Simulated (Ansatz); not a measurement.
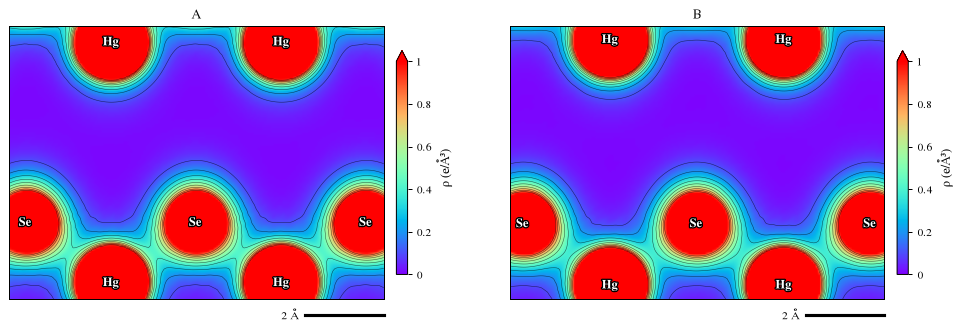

HgSe. The valence pseudo-density of two cells that differ in size, on the (101̄) plane of each (indices in the axes of the calculation cell), at one length scale and on one colour scale: B has 30.5 Å³ an atom and A 28.7.

Space group F-43m; started from the zincblende prototype, which need not be the ambient phase.

Method: DFT, HSE06, plane waves, PAW (Ansatz 0.2.0).

Core electrons are frozen (PAW), and the valence fields are smoothed inside the atomic spheres.

The larger cell:

```yaml
crystal:
  lattice:
    - [0.00000, 3.12359, 3.12359]
    - [3.12359, 0.00000, 3.12359]
    - [3.12359, 3.12359, 0.00000]
  atoms:
    - { symbol: Hg, position: [0.00000, 0.00000, 0.00000] }
    - { symbol: Se, position: [0.25000, 0.25000, 0.25000] }
```

The smaller cell: a = 4.330 Å, b = 4.330 Å, c = 4.330 Å, α = 60.00°, β = 60.00°, γ = 60.00°.

### What changes from the larger cell to the smaller?

From the larger cell to the smaller, Hg–Se goes from 2.71 to 2.65 Å, and the density at its midpoint from 0.38 to 0.42 e/Å³; the pressure goes from −1.5 to 1.5 GPa.
